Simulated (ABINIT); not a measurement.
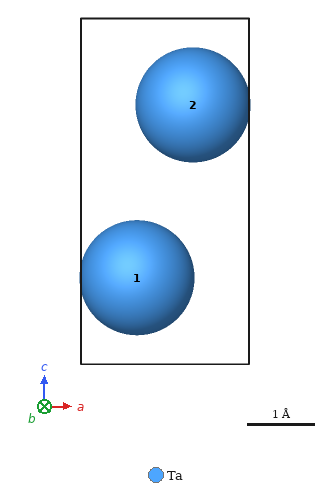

The input geometry (spheres-only view of the cell of the calculation, along the b axis; atoms are numbered from 1 in the order of the input).

## Run report: Ta, phonon calculation (part 1 of 2)

- system: Ta (2 atoms in the cell)
- method: Kohn-Sham DFT of a periodic cell, PBE, JTH PAW PBE v2.0, no spin polarisation (ABINIT 10.8.3)

The structure derives from a Materials Project entry.

## Log
```
.Version 10.8.3 of ABINIT
 DATASET    1 : space group P6_3/m m c (#194); Bravais hP (primitive hexag.)
================================================================================
 Values of the parameters that define the memory need for DATASET  1.
     intxc =       0    ionmov =       0      iscf =      17    lmnmax =      18
     lnmax =       6     mgfft =      36  mpssoang =       3    mqgrid =    3001
     natom =       2  nloc_mem =       2    nspden =       1   nspinor =       1
    nsppol =       1      nsym =      24    n1xccc =       1    ntypat =       1
    occopt =       7   xclevel =       2
       mpw =         795          nfft =       14400          nkpt =          76
 PAW method is used; the additional fine FFT grid is defined by:
   mgfftf=        50    nfftf =     45000
================================================================================
================================================================================

 DATASET    2 : space group P6_3/m m c (#194); Bravais hP (primitive hexag.)
================================================================================
 Values of the parameters that define the memory need for DATASET  2 (RF).
     intxc =       0      iscf =       7    lmnmax =      18     lnmax =       6
     mgfft =      36  mpssoang =       3    mqgrid =    3001     natom =       2
  nloc_mem =       2    nspden =       1   nspinor =       1    nsppol =       1
      nsym =      24    n1xccc =       1    ntypat =       1    occopt =       7
   xclevel =       2
      nfft =       14400          nkpt =         436
================================================================================
================================================================================

--------------------------------------------------------------------------------
------------- Echo of variables that govern the present computation ------------
--------------------------------------------------------------------------------
 -outvars: echo values of preprocessed input variables --------
            acell      1.8897261259E+00  1.8897261259E+00  1.8897261259E+00 Bohr
              amu      1.80947900E+02
             ecut      1.60000000E+01 Hartree
           getwfk1          0
           getwfk2          1
             iscf1         17
             iscf2          7
                       outvar_i_n : Printing only first  50 k-points.
              ixc          11
           jdtset        1    2
                       outvar_i_n : Printing only first  50 k-points.
           kptopt1          1
           kptopt2          2
         kptrlatt       12    0    0      0   12    0      0    0    6
          kptrlen      5.85770577E+01
            natom           2
            nband1         21
            nband2         21
           nbdbuf1          4
           nbdbuf2          2
           ndtset           2
            ngfft          20      20      36
          ngfftdg          30      30      50
             nkpt1         76
             nkpt2        436
            nline1          6
            nline2          4
             nqpt1          0
             nqpt2          1
            nstep          80
             nsym          24
           ntypat           1
                       prtocc : prtvol=0, do not print more k-points.
                       prtocc : prtvol=0, do not print more k-points.
           occopt           7
        optdriver1          0
        optdriver2          1
        pawecutdg      3.20000000E+01 Hartree
         pawxcdev           0
           prtden           0
        prtebands           0
           prteig           0
            prtwf1          1
            prtwf2          0
           rfphon1          0
           rfphon2          1
            rprim      2.9003720726E+00  0.0000000000E+00  0.0000000000E+00
                      -1.4501860363E+00  2.5117958953E+00  0.0000000000E+00
                       0.0000000000E+00  0.0000000000E+00  5.1662740000E+00
          spgroup         194
           tolvrs1     1.00000000E-11
           tolvrs2     1.00000000E-08
           tolwfr1     1.00000000E-14
           tolwfr2     0.00000000E+00
           tsmear      4.99790782E-03 Hartree
            typat      1  1
           useylm           1
                       outvars : Printing only first  50 k-points.
           xangst     -1.4500682699E-17  1.6745305969E+00  1.2915685000E+00
                       1.4501860363E+00  8.3726529843E-01  3.8747055000E+00
            xcart     -2.7402318941E-17  3.1644042175E+00  2.4407107378E+00
                       2.7404544402E+00  1.5822021088E+00  7.3221322135E+00
             xred      3.3333333333E-01  6.6666666667E-01  2.5000000000E-01
                       6.6666666667E-01  3.3333333333E-01  7.5000000000E-01
            znucl       73.00000

================================================================================

 chkinp: Checking input parameters for consistency, jdtset=   1.

 chkinp: Checking input parameters for consistency, jdtset=   2.

================================================================================
== DATASET  1 ==================================================================

--- !DatasetInfo
iteration_state: {dtset: 1, }
dimensions: {natom: 2, nkpt: 76, mband: 21, nsppol: 1, nspinor: 1, nspden: 1, mpw: 795, }
cutoff_energies: {ecut:  16.0, pawecutdg:  32.0, }
electrons: {nelect:   2.60000000E+01, charge:   0.00000000E+00, occopt:   7.00000000E+00, tsmear:   4.99790782E-03, }
meta: {optdriver: 0, ionmov: 0, optcell: 0, iscf: 17, paral_kgb: 0, }
...

 Exchange-correlation functional for the present dataset will be:
  GGA: Perdew-Burke-Ernzerhof functional - ixc=11
  J.P.Perdew, K.Burke, M.Ernzerhof, PRL 77, 3865 (1996)

 Real(R)+Recip(G) space primitive vectors, cartesian coordinates (Bohr,Bohr^-1):
 R(1)=  5.4809089  0.0000000  0.0000000  G(1)=  0.1824515  0.1053384  0.0000000
 R(2)= -2.7404544  4.7466063  0.0000000  G(2)=  0.0000000  0.2106768  0.0000000
 R(3)=  0.0000000  0.0000000  9.7628430  G(3)=  0.0000000  0.0000000  0.1024292
 Unit cell volume ucvol=  2.5398736E+02 bohr^3
 Angles (23,13,12)=  9.00000000E+01  9.00000000E+01  1.20000000E+02 degrees

 Coarse grid specifications (used for wave-functions):

 getcut: wavevector=  0.0000  0.0000  0.0000  ngfft=  20  20  36
         ecut(hartree)=     16.000   => boxcut(ratio)=   2.02653

 Fine grid specifications (used for densities):

 getcut: wavevector=  0.0000  0.0000  0.0000  ngfft=  30  30  50
         ecut(hartree)=     32.000   => boxcut(ratio)=   2.01119

--- Pseudopotential description ------------------------------------------------
- pspini: atom type   1  psp file is ./Ta.GGA_PBE-JTH.xml
 Pseudopotential format is: paw10
 basis_size (lnmax)=  6 (lmn_size= 18), orbitals=   0   0   1   1   2   2
 Spheres core radius: rc_sph= 2.41973345
 Shapefunction is SIN type: shapef(r)=[sin(pi*r/rshp)/(pi*r/rshp)]**2
 Radius for shape functions =  2.11065461
 Compensation charge density is not taken into account in XC energy/potential

   3.99927498E+03                                ecore*ucvol(ha*bohr**3)
--------------------------------------------------------------------------------

================================================================================

--- !BeginCycle
iteration_state: {dtset: 1, }
solver: {iscf: 17, nstep: 80, nline: 6, wfoptalg: 10, }
tolerances: {tolwfr: 1.00E-14, tolvrs: 1.00E-11, }
...

     iter   Etot(hartree)      deltaE(h)  residm     nres2
 ETOT  1  -114.68258838215    -1.147E+02 7.248E+00 4.595E+00
 ETOT  2  -117.94951513632    -3.267E+00 3.832E-03 3.762E+00
 ETOT  3  -117.92745782113     2.206E-02 2.713E-03 9.752E-01
 ETOT  4  -117.92009478986     7.363E-03 2.432E-03 1.108E-02
 ETOT  5  -117.92053030007    -4.355E-04 4.743E-06 4.717E-03
 ETOT  6  -117.92048693341     4.337E-05 1.612E-05 6.257E-05
 ETOT  7  -117.92048927133    -2.338E-06 5.625E-08 1.890E-06
 ETOT  8  -117.92048927175    -4.203E-10 5.370E-09 1.892E-07
 ETOT  9  -117.92048927266    -9.090E-10 7.669E-11 1.922E-08
 ETOT 10  -117.92048927259     7.819E-11 1.101E-11 1.296E-09
 ETOT 11  -117.92048927258     2.828E-12 3.786E-12 1.383E-11
 ETOT 12  -117.92048927258    -2.004E-12 3.526E-14 3.008E-12
 ETOT 13  -117.92048927258     1.279E-13 9.991E-15 1.032E-12

 At SCF step   13  max residual=  9.99E-15 < tolwfr=  1.00E-14 AND nres2   =  1.03E-12 < tolvrs=  1.00E-11 =>converged.

 Cartesian components of stress tensor (hartree/bohr^3)
  sigma(1 1)=  6.29548514E-05  sigma(3 2)=  0.00000000E+00
  sigma(2 2)=  6.29548513E-05  sigma(3 1)=  0.00000000E+00
  sigma(3 3)=  6.71123723E-05  sigma(2 1)=  0.00000000E+00

--- !ResultsGS
iteration_state: {dtset: 1, }
comment   : Summary of ground state results
lattice_vectors:
- [  5.4809089,   0.0000000,   0.0000000, ]
- [ -2.7404544,   4.7466063,   0.0000000, ]
- [  0.0000000,   0.0000000,   9.7628430, ]
lattice_lengths: [   5.48091,    5.48091,    9.76284, ]
lattice_angles: [ 90.000,  90.000, 120.000, ] # degrees, (23, 13, 12)
lattice_volume:   2.5398736E+02
convergence: {deltae:  1.279E-13, res2:  1.032E-12, residm:  9.991E-15, diffor: null, }
etotal    :  -1.17920489E+02
entropy   :   0.00000000E+00
fermie    :   4.95253312E-02
cartesian_stress_tensor: # hartree/bohr^3
- [  6.29548514E-05,   0.00000000E+00,   0.00000000E+00, ]
- [  0.00000000E+00,   6.29548513E-05,   0.00000000E+00, ]
- [  0.00000000E+00,   0.00000000E+00,   6.71123723E-05, ]
pressure_GPa:  -1.8930E+00
xred      :
- [  3.3333E-01,   6.6667E-01,   2.5000E-01, Ta]
- [  6.6667E-01,   3.3333E-01,   7.5000E-01, Ta]
cartesian_forces: # hartree/bohr
- [  1.53524105E-30,   8.86371835E-31,  -0.00000000E+00, ]
- [ -1.53524105E-30,  -8.86371835E-31,  -0.00000000E+00, ]
force_length_stats: {min:   1.77274367E-30, max:   1.77274367E-30, mean:   1.77274367E-30, }
...

 Integrated electronic density in atomic spheres:
 ------------------------------------------------
 Atom  Sphere_radius  Integrated_density
    1        2.41973         10.58051386
    2        2.41973         10.58051386

================================================================================

 ----iterations are completed or convergence reached----

 Mean square residual over all n,k,spin=   40.643E-16; max=  99.913E-16
 reduced coordinates (array xred) for    2 atoms
       0.333333333333      0.666666666667      0.250000000000
       0.666666666667      0.333333333333      0.750000000000
 rms dE/dt=  3.9468E-29; max dE/dt=  6.7316E-29; dE/dt below (all hartree)
    1       0.000000000000      0.000000000000      0.000000000000
    2       0.000000000000      0.000000000000      0.000000000000

 cartesian coordinates (angstrom) at end:
    1     -0.00000000000000     1.67453059686667     1.29156850000000
    2      1.45018603630000     0.83726529843333     3.87470550000000

 cartesian forces (hartree/bohr) at end:
    1      0.00000000000000     0.00000000000000    -0.00000000000000
    2     -0.00000000000000    -0.00000000000000    -0.00000000000000
 frms,max,avg= 1.0234940E-30 1.5352411E-30   0.000E+00  0.000E+00  0.000E+00 h/b
```
